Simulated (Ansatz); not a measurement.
System: Ti3H (slab).

Input file:

```
crystal:
  lattice:
    - [4.6037402164, 0.0, 0.0]
    - [-2.3018701082, 3.9869559799, 0.0]
    - [0.0, 0.0, 22.4968206792]
  atoms:
    - { symbol: Ti, position: [0.6666666667, 0.3333333333, 0.1778029019] }
    - { symbol: Ti, position: [0.3333333333, 0.6666666667, 0.2195747837] }
    - { symbol: Ti, position: [0.0, 0.0, 0.2613466656] }
    - { symbol: Ti, position: [0.6666666667, 0.3333333333, 0.2980472718] }
    - { symbol: Ti, position: [0.3333333333, 0.6666666667, 0.3304570052] }
    - { symbol: Ti, position: [0.0, 0.0, 0.3776898434] }
    - { symbol: H, position: [0.4185444916, 1.0, 0.4932617296] }
    - { symbol: H, position: [0.5814555084, 1.0, 0.4932617296] }
basis:
  ecutwfc: 420
kpoints:
  mp_grid: { grid: [6, 6, 1] }
hamiltonian:
  xc: pbe
  pseudopotentials: { kind: paw, azcp: { folder: soft_1 } }
scf:
  occupations: { method: gaussian, width: 0.1 }
output:
  forces: true
  eigenvalues: true
  write_density: true
  write_potential: true
  elf: true
  volumetric_format: npy
efield:
  axis: 3
  dipole_correction: true
  ramp_width: 0.04
```

Launched as:

```sh
ansatz run input.yaml --threads 1 --pin off --max-ram 3072MiB --backend cpu --events-out ev --progress --plain --runs-dir out
```

A point of a scan over the structure, not its minimum; not relaxed (largest force 0.6 eV/Å); computed without spin polarisation; PAW files of the earlier set (soft_1).

Theory: DFT PBE, scalar-relativistic, plane waves, PAW (Ansatz).

Question: What will maps of the valence pseudo-density and electron localisation function show?

Answer: H–H (0.75 Å): the density is about 1.7 e/Å³ at the midpoint; the ELF peaks at about 1 between the atoms.
Ti–Ti (2.62 Å): ρ at the midpoint is about 0.26 e/Å³; the ELF is about 0.15 at the midpoint: no shared electron pair shows on this line.

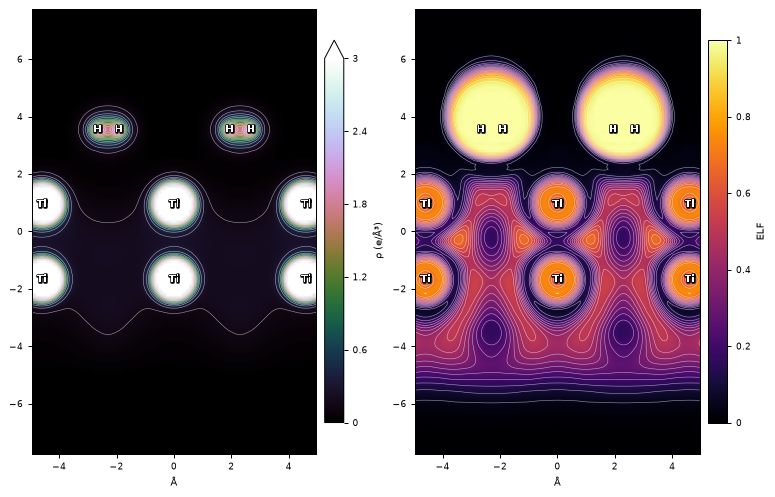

Computed valence pseudo-density and electron localisation function on the (010) plane of the calculation cell, a cut from vacuum to vacuum, in this order. 

In a PAW calculation such maps are meaningful between the atoms, not at the nuclei.
